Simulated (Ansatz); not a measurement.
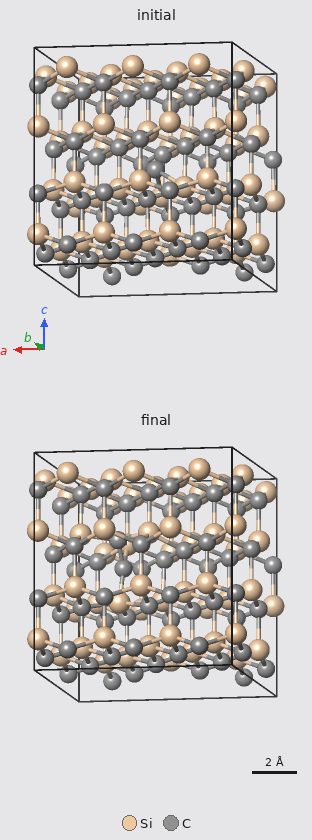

The structure of a defect cell of composition Si48C49 (cell charge −1) before (top) and after (bottom) a relaxation, at one scale.

The picture is a ball-and-stick view of the cell of the calculation (origin shifted), seen from a free direction.

Theory: Ansatz 0.2.0, DFT, PBEsol, PAW, plane waves. Settings: plane-wave cutoff 420 eV; k-point mesh 1 × 1 × 1; mesh shifted by (0.25, 0.25, 0.25); collinear spin; atoms relaxed in a fixed cell; force threshold 0.03 eV/Å; at most 80 steps.

> What changed between the two?

The largest move is that of a C atom, 1.49 Å roughly along [3 1 1]. Largest moves by element: C 1.49 Å, Si 0.40 Å. The lattice vectors keep their values. Some distances before and after: C–Si 1.993 → 3.236 Å, C–Si 2.337 → 3.472 Å, C–C 2.008 → 3.070 Å, C–Si 1.906 → 2.876 Å. New bonds form: C–C (2.00 → 1.40 Å), C–Si (2.38 → 1.82 Å). Bonds break: C–Si (1.91 → 2.88 Å), C–Si (1.99 → 3.24 Å), C–Si (2.05 → 2.85 Å). Bond angles that change, for instance: C–Si–C 170.2° → 110.6°, C–Si–C 77.2° → 105.0°, C–Si–C 110.7° → 94.4°. Over 17 geometry steps the energy falls by 5.207 eV per cell of the calculation. Largest force component: 2.1 eV/Å at the start, 0.01 eV/Å at the end. The run took 31 s on 1 × NVIDIA GB300 Max-Q with 8 threads of Arm Neoverse-V2, peak memory 2 GiB.

Limits of the set-up: the cell is charged, on a uniform background, and energies carry no finite-size correction.
